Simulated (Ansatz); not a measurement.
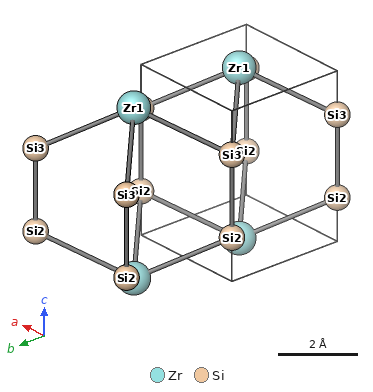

Solid ZrSi$_{2}$ (a generated structure, set up in P4/mmm), before the relaxation. Style: ball-and-stick. Shown: the cell of the calculation, repeated 1 × 2 × 1 with one cell outlined, from a free direction.

Computed with DFT PBE, scalar-relativistic, plane waves, PAW (Ansatz 0.2.0).

Input file:
```yaml
crystal:
  lattice:
    - [3.5354140718, 0.0, 0.0]
    - [0.0, 3.5354140718, 0.0]
    - [0.0, 0.0, 4.8257882915]
  atoms:
    - { symbol: Zr, position: [0.5, 0.5, 0.0] }
    - { symbol: Si, position: [0.0, 0.0, 0.2569034616] }
    - { symbol: Si, position: [0.0, 0.0, 0.7430965384] }
basis:
  ecutwfc: 420
kpoints:
  mp_grid: { grid: [14, 14, 10] }
hamiltonian:
  xc: pbe
scf:
  occupations: { method: gaussian, width: 0.1 }
output:
  forces: true
  stress: true
  eigenvalues: true
relax:
  adjacent_minimum: "off"
  f_tol: 0.01
  max_steps: 80
  cell: { stress_tol: 0.05 }
```

Command:
```bash
ansatz run input.yaml --threads 1 --pin off --max-ram 2560MiB --backend cpu --events-out ev --progress --plain --runs-dir out
```

**What does the optimiser find from here?**

The energy falls by 6.1 meV per atom in 3 accepted moves (4 points after the start). Largest force component: 0.037 eV/Å at the start, 0.001 eV/Å at the end. Pressure: 0.28 GPa at the start and −0.02 GPa at the end. At 1 point the geometry stayed and the basis and grid were re-selected for the new cell (energy shift of less than 0.05 meV per atom at most each time). The largest moves relative to the cell, 0.009 Å, are those of Si2 and Si3. Si3 goes along −c. Zr stays in place. Cell: a = b 3.535 → 3.496 Å (−1.1 %), c 4.826 → 4.954 Å (+2.7 %). Volume +0.4 %. Some distances before and after: Si2–Si3 2.480 → 2.563 Å, Si2–Si3 (another image) 2.346 → 2.391 Å, Zr1–Zr1 3.535 → 3.496 Å, Zr1–Si2 2.790 → 2.785 Å. Bond angles that change, for instance: Zr1–Si2–Zr1 127.2° → 125.2°. The space group stays P4/mmm (No. 123).

History of the run:

```csv
step,"E − E(0), meV/atom","largest force component, eV/Å","pressure, GPa","volume, Å³/atom",note
0,0.00,0.0371,0.28,20.106,
1,-3.50,0.0376,1.47,19.892,
2,-5.91,0.0665,-0.08,20.216,
3,-6.03,0.0008,-0.02,20.189,
4,-6.05,0.0010,-0.02,20.189,"same geometry, new basis"
```

The structure at the end:

```
Zr Si
1.0
     3.49647    0.00000    0.00000
     0.00000    3.49647    0.00000
     0.00000    0.00000    4.95427
Zr Si
1 2
Direct
  0.50000 0.50000 0.00000
  0.00000 0.00000 0.25864
  0.00000 0.00000 0.74136
```

After the run, drawn alike:

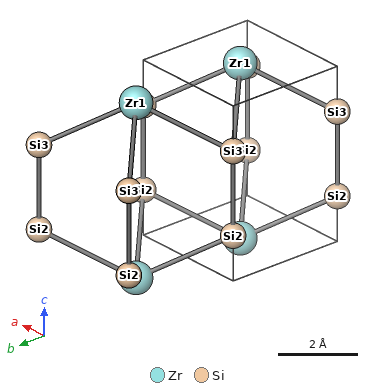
